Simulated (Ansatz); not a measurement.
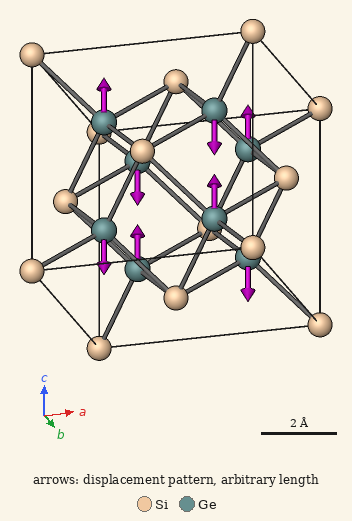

One vibrational mode of crystalline SiGe2 (a generated structure) at the zone centre. Displacements are drawn as purple arrows; their common scale and sign are arbitrary. The picture is a ball-and-stick view of the conventional cell (4 times the calculation's cell), seen from a free direction. Lengths and directions refer to the drawn axes.

Level of theory: Ansatz, DFT PBE, scalar-relativistic, plane waves, PAW. (plane-wave cutoff 420 eV; k-point mesh 12 × 12 × 12; occupations fermi dirac; smearing width 0.15 eV; no spin polarisation)

The frequencies depend somewhat on the k-mesh and the smearing.

Give the symmetry, activity and frequency of this mode.

Answer. This is the T₂g mode (triply degenerate; one member of the set is drawn) at 128 cm⁻¹, the lowest optical level, Raman-active by symmetry. The Si atoms stay at rest; all motion is along c; atoms of one kind move against one another, with no net shift of their sublattice.
